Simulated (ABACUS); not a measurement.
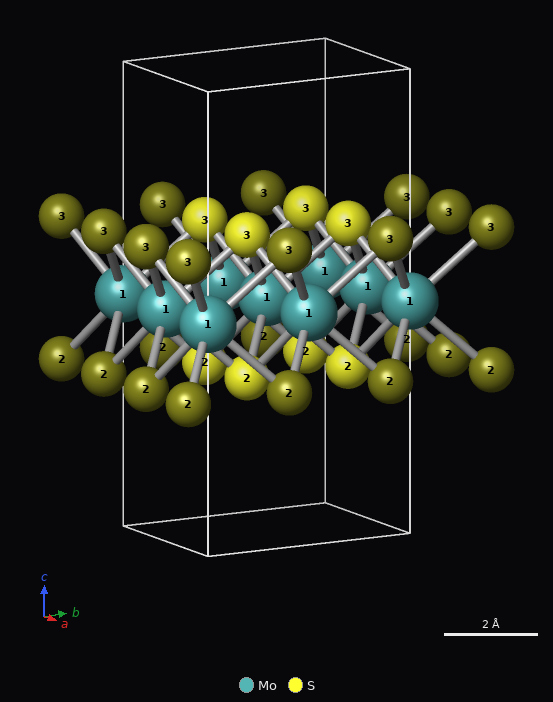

*The structure (ball-and-stick view of the 2 × 2 repeat of the cell, with the vacuum cut short, seen slightly off an axis; neighbours outside the cell are drawn fainter; atoms are numbered from 1 in the order of the input). An atom can appear more than once, as a periodic image.*

Near neighbours in the periodic cell (some may lie outside the picture): Mo has 6 S at 2.41 Å; S has 3 Mo at 2.41 Å.

# Band-structure run, with input and output: MoS2 (part 1 of 2)

MoS2 (P-6m2, 3 atoms in the cell), computed with Kohn-Sham DFT of a periodic cell, LDA, GBRV ultrasoft 1.5 LDA, no spin polarisation (ABACUS 3.10.1).

The structure derives from a Materials Project entry. It belongs to a series of runs on one base structure; here: bands on the converged density.

**Input file**
```
INPUT_PARAMETERS
suffix              MoS2
calculation         nscf
basis_type          pw
pseudo_dir          ./
symmetry            -1
dft_functional      pz
ecutwfc             40.0
pseudo_rcut         10
nspin               1
nbands              23
ks_solver           dav
smearing_method     fd
smearing_sigma      0.00367493
scf_thr             1e-08
scf_nmax            100
mixing_type         broyden
mixing_beta         0.7
ecutrho             320.0
init_chg            file
pw_diag_thr         1e-07
out_band            1
kpar                4
```

**File STRU**
```
ATOMIC_SPECIES
Mo 95.9500 mo_lda_v1.uspp.F.UPF
S 32.0600 s_lda_v1.4.uspp.F.UPF

LATTICE_CONSTANT
1.8897261246

LATTICE_VECTORS
3.1841260822 0.0000000000 0.0000000000
-1.5920630411 2.7575340760 0.0000000000
0.0000000000 0.0000000000 17.3345999500

ATOMIC_POSITIONS
Direct

Mo
0.0
1
0.0000000000 0.0000000000 0.0000000000 1 1 1

S
0.0
2
0.3333333333 0.6666666667 0.9105070200 1 1 1
0.3333333333 0.6666666667 0.0894929800 1 1 1
```

**File KPT**
```
K_POINTS
12
Line
0.00000000 0.00000000 0.00000000 10 // G
0.50000000 0.00000000 0.00000000 10 // M
0.33333333 0.33333333 0.00000000 10 // K
0.00000000 0.00000000 0.00000000 10 // G
0.00000000 0.00000000 0.50000000 10 // A
0.50000000 0.00000000 0.50000000 10 // L
0.33333333 0.33333333 0.50000000 10 // H
0.00000000 0.00000000 0.50000000 1 // A
0.50000000 0.00000000 0.50000000 10 // L
0.50000000 0.00000000 0.00000000 1 // M
0.33333333 0.33333333 0.00000000 10 // K
0.33333333 0.33333333 0.50000000 1 // H
```

Launch command:
```bash
OMP_NUM_THREADS=1 mpirun -np 4 abacus > log
```

**What the program printed**
```
ABACUS v3.10.1

               Atomic-orbital Based Ab-initio Computation at UStc

 ------------------------------------------------------------------------------------

 READING GENERAL INFORMATION
                           global_out_dir = OUT.MoS2/
                           global_in_card = INPUT
                               pseudo_dir = ./
                              orbital_dir =
                                    DSIZE = 4
                                    GSIZE = 1

 READING UNITCELL INFORMATION
                                    ntype = 2
                  lattice constant (Bohr) = 1.88973
              lattice constant (Angstrom) = 1

 READING ATOM TYPE 1
                               atom label = Mo
                      L=0, number of zeta = 1
                      L=1, number of zeta = 1
                      L=2, number of zeta = 1
             number of atom for this type = 1

 READING ATOM TYPE 2
                               atom label = S
                      L=0, number of zeta = 1
                      L=1, number of zeta = 1
                      L=2, number of zeta = 1
             number of atom for this type = 2

                        TOTAL ATOM NUMBER = 3
DIRECT COORDINATES
    atom                   x                   y                   z     mag                  vx                  vy                  vz
taud_Mo1            0.0000000000        0.0000000000        0.0000000000  0.0000        0.0000000000        0.0000000000        0.0000000000
taud_S1            0.3333333333        0.6666666667        0.9105070200  0.0000        0.0000000000        0.0000000000        0.0000000000
taud_S2            0.3333333333        0.6666666667        0.0894929800  0.0000        0.0000000000        0.0000000000        0.0000000000

                          Volume (Bohr^3) = 1027.12
                             Volume (A^3) = 152.203

 Lattice vectors: (Cartesian coordinate: in unit of a_0)
             +3.18413                  +0                  +0
             -1.59206            +2.75753                  +0
                   +0                  +0            +17.3346
 Reciprocal vectors: (Cartesian coordinate: in unit of 2 pi/a_0)
            +0.314058           +0.181321                  -0
                   -0           +0.362643                  -0
                   +0                  -0          +0.0576881
 The esolver type has been set to : ksdft_pw

                PAO radial cut off (Bohr) = 10

 Read in pseudopotential file is mo_lda_v1.uspp.F.UPF
                     pseudopotential type = US
          exchange-correlation functional = PZ
                 nonlocal core correction = 1
                        valence electrons = 14
                                     lmax = 2
                           number of zeta = 5
                     number of projectors = 6
                           L of projector = 0
                           L of projector = 0
                           L of projector = 1
                           L of projector = 1
                           L of projector = 2
                           L of projector = 2
                PAO radial cut off (Bohr) = 10

 Read in pseudopotential file is s_lda_v1.4.uspp.F.UPF
                     pseudopotential type = US
          exchange-correlation functional = PZ
                 nonlocal core correction = 1
                        valence electrons = 6
                                     lmax = 2
                           number of zeta = 2
                     number of projectors = 6
                           L of projector = 0
                           L of projector = 0
                           L of projector = 1
                           L of projector = 1
                           L of projector = 2
                           L of projector = 2
     initial pseudo atomic orbital number = 21

 SETUP THE ELECTRONS NUMBER
            electron number of element Mo = 14
      total electron number of element Mo = 14
             electron number of element S = 6
       total electron number of element S = 12
            AUTOSET number of electrons:  = 26
                           occupied bands = 13
                                   NBANDS = 23
                                   NLOCAL = 27

%%%%%%%%%%%%%%%%%%%%%%%%%%%%%%%%%%%%%%%%%%%%%%%%%%%%%%%%%%%%%%%%%%%%%%%%%%%%%%%%%%%%%%%%%%%%%%%%%%%%%%%%%%
 Warning: the number of valence electrons in pseudopotential > 6 for Mo: [Kr] 4d5 5s1
 Pseudopotentials with additional electrons can yield (more) accurate outcomes, but may be less efficient.
 If you're confident that your chosen pseudopotential is appropriate, you can safely ignore this warning.
%%%%%%%%%%%%%%%%%%%%%%%%%%%%%%%%%%%%%%%%%%%%%%%%%%%%%%%%%%%%%%%%%%%%%%%%%%%%%%%%%%%%%%%%%%%%%%%%%%%%%%%%%%

 SETUP THE PLANE WAVE BASIS
 energy cutoff for charge/potential (unit:Ry) = 160
            fft grid for charge/potential = [ 25, 25, 135 ]
                        fft grid division = [ 1, 1, 1 ]
        big fft grid for charge/potential = [ 36, 36, 192 ]
                                     nbxx = 248832
                                     nrxx = 84375

 SETUP PLANE WAVES FOR CHARGE/POTENTIAL
                    number of plane waves = 34955
                         number of sticks = 397

 PARALLEL PW FOR CHARGE/POTENTIAL
     PROC   COLUMNS(POT)             PW
        1            397          34955
 --------------- sum -------------------
        1            397          34955
                            number of |g| = 1856
                                  max |g| = 14.4726
                                  min |g| = 0

 energy cutoff for dense charge/potential (unit:Ry) = 320
      fft grid for dense charge/potential = [ 36, 36, 192 ]
                                     nrxx = 248832

 SETUP PLANE WAVES FOR dense CHARGE/POTENTIAL
                    number of plane waves = 99283
                         number of sticks = 805

 PARALLEL PW FOR dense CHARGE/POTENTIAL
     PROC   COLUMNS(POT)             PW
        1            805          99283
 --------------- sum -------------------
        1            805          99283
                            number of |g| = 4715
                                  max |g| = 28.9453
                                  min |g| = 0

----------- Double Check Mixing Parameters Begin ------------
mixing_type: broyden
mixing_beta: 0.7
mixing_gg0: 1
mixing_gg0_min: 0.1
mixing_ndim: 8
----------- Double Check Mixing Parameters End ------------

 SETUP K-POINTS
                                    nspin = 1
                                   nkstot = 93
K-POINTS DIRECT COORDINATES
 KPOINTS    DIRECT_X    DIRECT_Y    DIRECT_Z  WEIGHT
       1  0.00000000  0.00000000  0.00000000  1.0000
       2  0.05000000  0.00000000  0.00000000  1.0000
       3  0.10000000  0.00000000  0.00000000  1.0000
       4  0.15000000  0.00000000  0.00000000  1.0000
       5  0.20000000  0.00000000  0.00000000  1.0000
       6  0.25000000  0.00000000  0.00000000  1.0000
       7  0.30000000  0.00000000  0.00000000  1.0000
       8  0.35000000  0.00000000  0.00000000  1.0000
       9  0.40000000  0.00000000  0.00000000  1.0000
      10  0.45000000  0.00000000  0.00000000  1.0000
      11  0.50000000  0.00000000  0.00000000  1.0000
      12  0.48333333  0.03333333  0.00000000  1.0000
      13  0.46666667  0.06666667  0.00000000  1.0000
      14  0.45000000  0.10000000  0.00000000  1.0000
      15  0.43333333  0.13333333  0.00000000  1.0000
      16  0.41666666  0.16666666  0.00000000  1.0000
      17  0.40000000  0.20000000  0.00000000  1.0000
      18  0.38333333  0.23333333  0.00000000  1.0000
      19  0.36666666  0.26666666  0.00000000  1.0000
      20  0.35000000  0.30000000  0.00000000  1.0000
      21  0.33333333  0.33333333  0.00000000  1.0000
      22  0.30000000  0.30000000  0.00000000  1.0000
      23  0.26666666  0.26666666  0.00000000  1.0000
      24  0.23333333  0.23333333  0.00000000  1.0000
      25  0.20000000  0.20000000  0.00000000  1.0000
      26  0.16666666  0.16666666  0.00000000  1.0000
      27  0.13333333  0.13333333  0.00000000  1.0000
      28  0.10000000  0.10000000  0.00000000  1.0000
      29  0.06666667  0.06666667  0.00000000  1.0000
      30  0.03333333  0.03333333  0.00000000  1.0000
[... 63 further k points ...]

           k-point number in this process = 24
       minimum distributed K point number = 23

[... K-POINTS CARTESIAN COORDINATES: 24 rows ...]

[... K-POINTS DIRECT COORDINATES: 24 rows ...]

 SETUP PLANE WAVES FOR WAVE FUNCTIONS
     energy cutoff for wavefunc (unit:Ry) = 40
              fft grid for wave functions = [ 25, 25, 135 ]
                    number of plane waves = 6025
                         number of sticks = 121

 PARALLEL PW FOR WAVE FUNCTIONS
     PROC   COLUMNS(POT)             PW
        1            121           6025
 --------------- sum -------------------
        1            121           6025

 SETUP NONLOCAL PSEUDOPOTENTIALS IN PLANE WAVE BASIS
 Mo non-local projectors:
 projector 1 L=0
 projector 2 L=0
 projector 3 L=1
 projector 4 L=1
 projector 5 L=2
 projector 6 L=2
 S non-local projectors:
 projector 1 L=0
 projector 2 L=0
 projector 3 L=1
 projector 4 L=1
 projector 5 L=2
 projector 6 L=2
      TOTAL NUMBER OF NONLOCAL PROJECTORS = 54

 Init Non-Local PseudoPotential table :
 Init Non-Local-Pseudopotential done.

                                     npwx = 4446

 Make real space PAO into reciprocal space.
       max mesh points in Pseudopotential = 725
     dq(describe PAO in reciprocal space) = 0.01
                                    max q = 763

 number of pseudo atomic orbitals for Mo is 5
WARNING: norm of atomic wavefunction # 3 of atomic type Mo is 0.999995, renormalized
WARNING: norm of atomic wavefunction # 4 of atomic type Mo is 0.999798, renormalized
WARNING: norm of atomic wavefunction # 5 of atomic type Mo is 0.99134, renormalized
```
